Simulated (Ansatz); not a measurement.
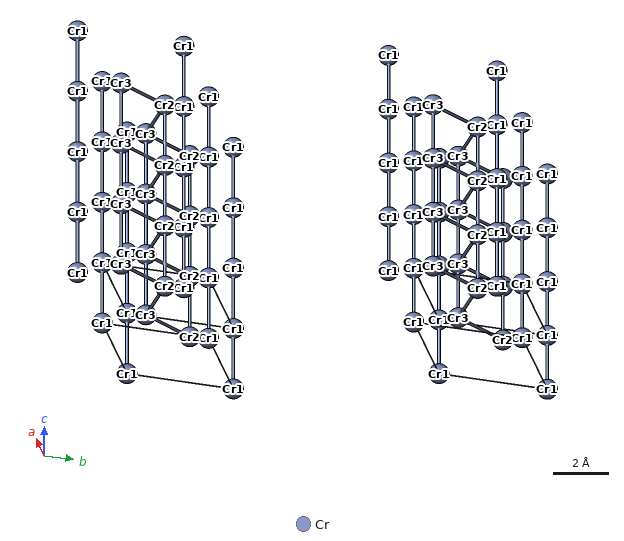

Two geometries of crystalline Cr (a generated structure, set up in P6/mmm), drawn at one scale. One is the start of a relaxation, the other its converged end. The picture is a ball-and-stick view of the cell of the calculation, repeated 2 × 1 × 4 with one cell outlined, seen from a free direction.

Method: Ansatz 0.2.0, DFT, LDA (PW92), plane waves (420 eV) with PAW, scalar-relativistic. (plane-wave cutoff 420 eV; k-point mesh 9 × 9 × 13; occupations fermi dirac; smearing width 0.05 eV; collinear spin; cell and atoms relaxed; force threshold 0.01 eV/Å; at most 60 steps)

Which of the two is the end point?

The right one is the relaxed one. Phase: omega (AlB2-type). Over 6 accepted moves (8 points after the start) the energy falls by 179 meV per atom. All forces vanish by symmetry, so only the cell relaxes. Pressure: −17.30 GPa at the start and 0.00 GPa at the end. The SCF was repeated twice at an unchanged geometry on a basis and grid sized afresh for the cell, which shifted the energy by 0.2 meV per atom at most. The atoms keep their places relative to the cell (all moves are under 0.005 Å). Cell: a = b 4.077 → 4.153 Å (+1.9 %), c 2.499 → 2.226 Å (−10.9 %). Volume −7.6 %. Some distances before and after: Cr1–Cr1 2.499 → 2.226 Å, Cr2–Cr3 2.354 → 2.398 Å, Cr1–Cr2 2.665 → 2.644 Å. The space group stays P6/mmm (No. 191). The program noted that a PAW file was made for another functional than the run's, and that the starting moments weren't kept. The run took 45 s on 2 threads of Arm Neoverse V2 (shared host), peak memory 0.39 GiB.
